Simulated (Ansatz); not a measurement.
KF

```xyz
4
Lattice="3.2590 0.0000 0.0000 0.0000 3.2590 -3.2590 0.0000 3.2590 3.2590" Properties=species:S:1:pos:R:3 pbc="T T T"
K     0.0000    3.0340   -0.2250
K     0.0000    3.0340    3.0340
F     1.6295    1.6295   -1.6295
F     1.6295    1.6295    1.6295
```

Space group Amm2; a structure from a database of computed crystals, not necessarily the ambient phase; changed on purpose from its base cell (atom 1 (K) moved by (-0.225, -0.225) A along y and z); computed pressure about −4 GPa in this cell.

All numbers below come from Ansatz 0.2.0, DFT LDA, scalar-relativistic, plane waves, PAW.

The density is the valence pseudo-density of a PAW calculation; it isn't the true density close to the nuclei.

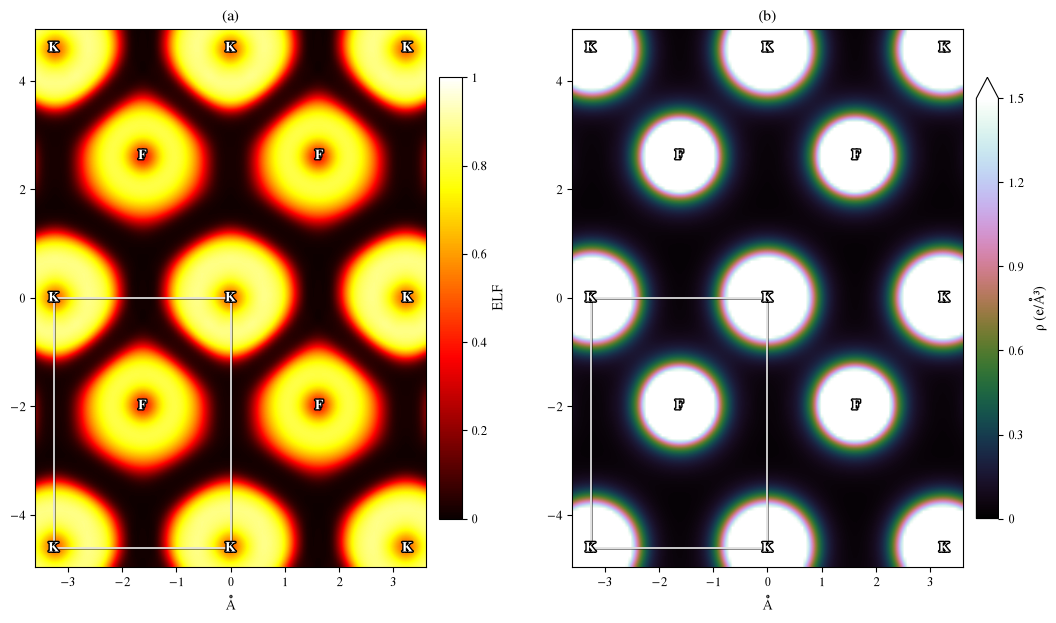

Figure 1. (a) ELF; (b) valence charge density (pseudo) on the (010) plane of the conventional cell.

### What does the map show?

The plane passes through K and F nuclei.
K–F (2.57 Å): ρ is about 0.16 e/Å³ halfway; the ELF is about 0.05 at the midpoint; a closed-shell, largely ionic contact.
Between the atoms the lowest density in this plane is 0.02 e/Å³.
The features right at K lie inside the PAW spheres, where the map follows smoothed inner orbitals and isn't to be read closely.

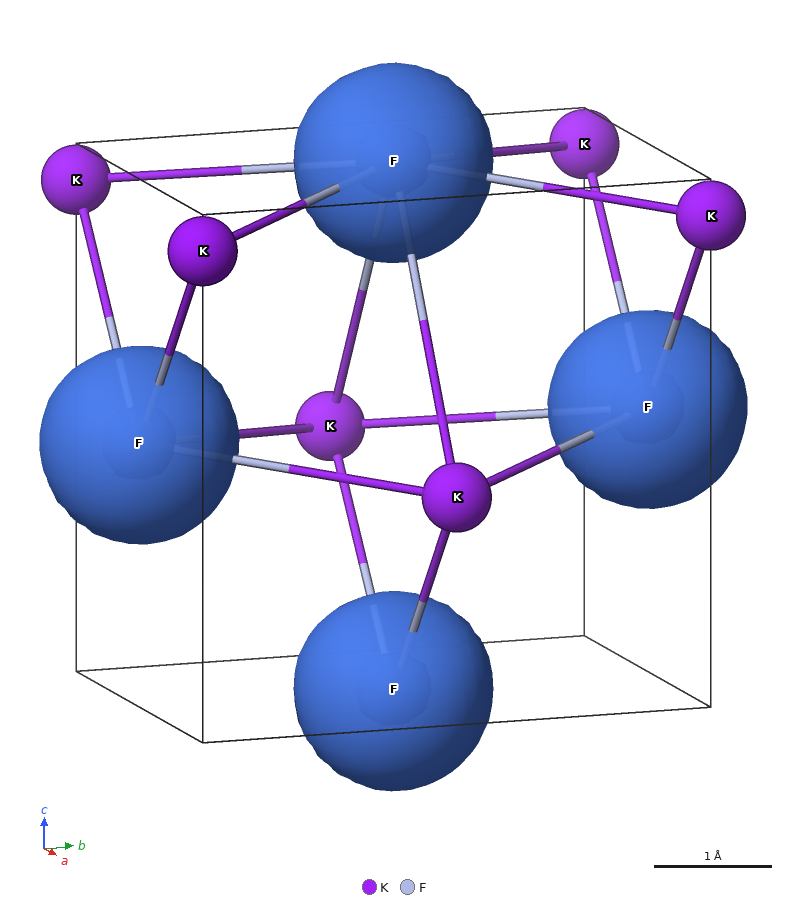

Figure 2. Isosurface of the electron localisation function at 0.7 (blue), seen slightly off an axis. Only the valence region is drawn (cores and ρ < 0.01 e/Å³ removed). Sticks mark near contacts.

### Identify the bonds, lone pairs and shells in this picture.

The surface consists of two regions wrapped around F (the valence shell of each), counted in one cell of 4 atoms. Any copies at cell faces, edges or corners count once.


 K–F (2.84 Å): the ELF is about 0.05 at the midpoint: a largely ionic contact.

### Metal or insulator at this level of theory?

It is gapped, with a Kohn–Sham gap of 6.0 eV on the k-point mesh, an upper bound to the gap of this method.
